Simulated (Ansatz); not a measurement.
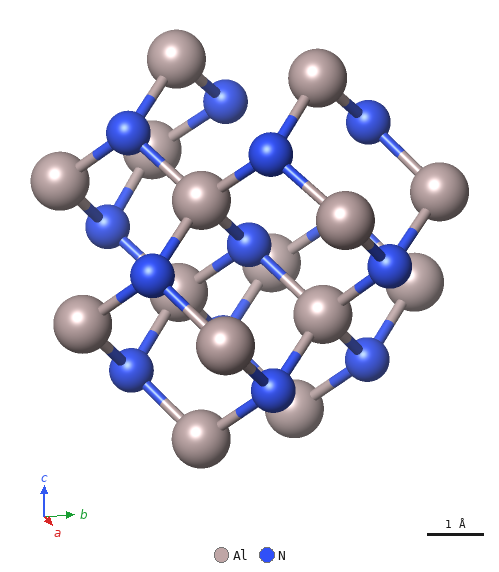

This is the input geometry for a relaxation of a defect cell of composition Al31N32 (cell charge −1). Style: ball-and-stick. Shown: the atoms within 4.2 Å of the atom that moves most (axes of the cell of the calculation (origin shifted)), slightly off an axis.

Method: Ansatz 0.2.0, DFT, PBEsol, PAW, plane waves.

Settings: plane-wave cutoff 420 eV; k-point mesh 1 × 1 × 1; mesh shifted by (0.25, 0.25, 0.25); no spin polarisation; atoms relaxed in a fixed cell; force threshold 0.03 eV/Å; at most 80 steps.

```
CELL_PARAMETERS angstrom
8.75544 0.00000 0.00000
0.00000 8.75544 0.00000
0.00000 0.00000 8.75544
ATOMIC_POSITIONS crystal
Al 0.00114 0.00091 0.00140
Al 0.99781 0.00362 0.49954
Al 0.99592 0.49957 0.00331
Al 0.00122 0.50426 0.50475
Al 0.49933 0.99702 0.00102
Al 0.50405 0.00010 0.50093
Al 0.49922 0.49568 0.99538
Al 0.25144 0.24889 0.99923
Al 0.25055 0.24440 0.50129
Al 0.24818 0.75533 0.00001
Al 0.24990 0.75027 0.50166
Al 0.74803 0.24979 0.99642
Al 0.74892 0.25016 0.50310
Al 0.75190 0.74700 0.00187
Al 0.75111 0.75245 0.49987
Al 0.25000 0.00414 0.24801
Al 0.25395 0.99788 0.74695
Al 0.25118 0.49616 0.25059
Al 0.25159 0.50106 0.75204
Al 0.74851 0.99966 0.25095
Al 0.75136 0.99883 0.75088
Al 0.74948 0.50641 0.25014
Al 0.74531 0.49630 0.75099
Al 0.00311 0.25078 0.25022
Al 0.00205 0.24787 0.74941
Al 0.00043 0.75102 0.24798
Al 0.00015 0.74919 0.74963
Al 0.49823 0.25141 0.25266
Al 0.49910 0.24668 0.74818
Al 0.50469 0.74835 0.25419
Al 0.49909 0.74884 0.75537
N 0.12093 0.12589 0.12335
N 0.12392 0.12727 0.62748
N 0.12223 0.62300 0.12485
N 0.12312 0.62613 0.63005
N 0.63053 0.12580 0.12178
N 0.62477 0.12037 0.62437
N 0.62888 0.62386 0.12268
N 0.62830 0.62634 0.62610
N 0.37527 0.36977 0.12491
N 0.37404 0.37507 0.62482
N 0.37476 0.87859 0.12455
N 0.37565 0.87512 0.62641
N 0.87361 0.37720 0.12130
N 0.87570 0.37162 0.62294
N 0.87740 0.87423 0.12595
N 0.87813 0.87218 0.62623
N 0.37527 0.12600 0.37042
N 0.37280 0.12342 0.87527
N 0.37424 0.62620 0.37597
N 0.37852 0.62533 0.87712
N 0.87166 0.12261 0.37540
N 0.87548 0.12925 0.87497
N 0.87774 0.62233 0.37516
N 0.87856 0.62040 0.87221
N 0.11704 0.37191 0.37374
N 0.12875 0.37693 0.87509
N 0.12344 0.86877 0.37224
N 0.12688 0.87250 0.87668
N 0.62488 0.37520 0.37623
N 0.62409 0.37404 0.87465
N 0.62505 0.87862 0.37555
N 0.62478 0.87497 0.87026
```

Predict the outcome.

Answer. After 4 accepted moves (5 points after the start) the energy has fallen by 1.663 eV per cell of the calculation. The largest force component goes from 1.8 to 0.014 eV/Å. 1 step only repeated the SCF at the same geometry. The atom that moves furthest is N60 (0.23 Å along [1 −1 −1]). By element the largest moves are N 0.23 Å, Al 0.06 Å. The cell doesn't change. Among the contacts that change: Al22–N60 1.931 → 1.839 Å, Al9–N41 1.910 → 1.834 Å, Al15–N39 1.897 → 1.821 Å, Al18–N50 1.914 → 1.843 Å. Among the angles between lasting bonds that change: Al13–N60–Al28 109.8° → 115.4°, N36–Al28–N60 108.0° → 103.0°, Al13–N60–Al22 110.7° → 115.1°. The run may lie on a higher electronic state than the lowest, so the end point isn't shown to be the ground-state structure.

After the run, drawn alike:

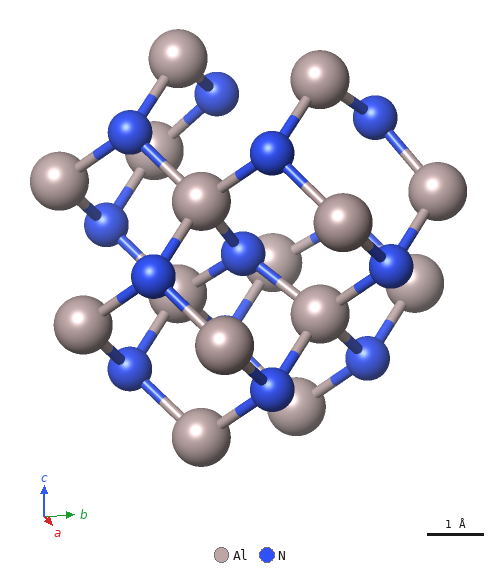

Limits of the set-up: the cell is charged, on a uniform background, and energies carry no finite-size correction.
